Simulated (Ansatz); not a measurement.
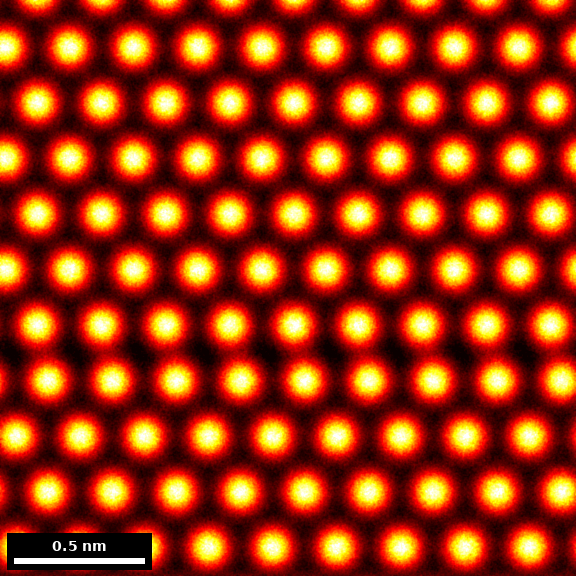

HAADF-like image of Ta (Fd-3m, No. 227) along [111]. The image is simulated as a sum over atoms of Z^1.7, blurred by a 1.30 Å probe (no channelling). The probe carries 15 % of its weight in a tail 2.5 times as wide. Shot noise was added.

One planar defect was built into the perfect crystal by geometry alone, without relaxation. Host structure: coordinates from a relaxation with DFT PBEsol, scalar-relativistic, plane waves, PAW (Ansatz 0.2.0); the starting structure was generated, so it need not be a known form of this composition.

**Where does the periodic pattern break, and how?**

A planar fault (a stacking fault) runs horizontally about 13 Å below the top edge. The part above it is shifted along the boundary by 1/3 of the 2.45 Å repeat of the rows (0.8 Å to the right, the same as 1.6 Å to the left); both parts keep the same orientation.
